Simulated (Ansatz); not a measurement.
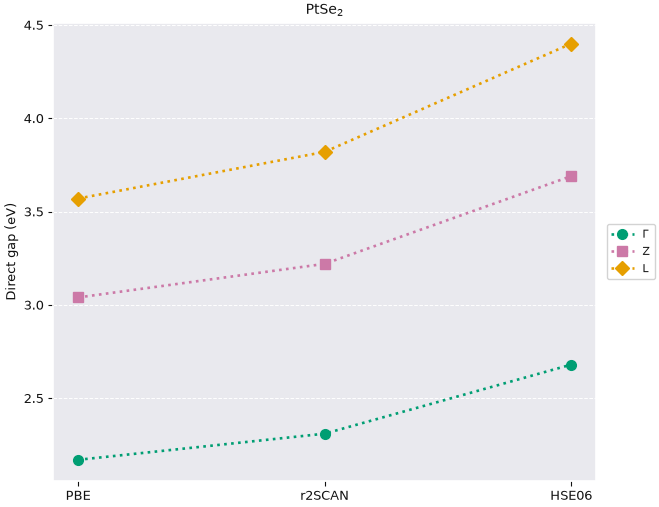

Direct gap at each named k point, by several methods on one cell of PtSe₂, space group C2/m (No. 12), 3 atoms in the primitive cell, relaxed with r2SCAN+rVV10, then under +3.53 % uniaxial x strain; a = 6.16 Å, b = 6.16 Å, c = 6.14 Å, α = 35.24°, β = 35.24°, γ = 36.13°. All runs are without spin-orbit coupling and carry no moments. Points keep the names that they have in the unstrained cell. The names follow the standardised cell of this lattice; in reduced coordinates of the cell that was run, Z is (0.5, 0.5, 0.5) and L is (0.5, 0, 0). The smallest gap is indirect or lies off these points.

> Does HSE06 open these direct gaps by one amount over PBE?

The shifts are +0.51 eV at Γ, +0.65 eV at Z and +0.83 eV at L, and at points that aren't plotted +0.83 eV (F): over the named points that both runs hold, a spread of 0.32 eV on a mean of 0.71 eV, so one shift doesn't describe them.

> How do the methods rank at Γ?

From low to high: PBE 2.17, r2SCAN 2.31, HSE06 2.68 eV.

```
method  program  Γ (eV)  Z (eV)  L (eV)
   PBE   Ansatz    2.17    3.04    3.57
r2SCAN   Ansatz    2.31    3.22    3.82
 HSE06   Ansatz    2.68    3.69    4.40
```

Settings. PBE: Ansatz PAW set, 8×8×8 k mesh, 420 eV cutoff, Fermi-Dirac smearing of 0.02 eV (Ansatz 0.2.0). r2SCAN: Ansatz PAW set, 8×8×8 k mesh, 500 eV cutoff, fixed occupations (Ansatz). HSE06: Ansatz PAW set, 6×6×6 k mesh, 420 eV cutoff, fixed occupations (Ansatz).

Spin-orbit coupling is left out, which matters for Pt and Se. The cell was built by a generator and needn't be a form met in nature. LDA, GGA and most meta-GGA functionals understate gaps. r2SCAN and HSE06: the PAW data sets were made with another functional. HSE06: the k mesh is thin for exact exchange. Over all k points computed the smallest gap is 0.28 eV in PBE, 0.45 eV in r2SCAN and 0.78 eV in HSE06. The names follow the standardised cell of this lattice; in reduced coordinates of the cell that was run, F is (0.5, 0, 0.5).
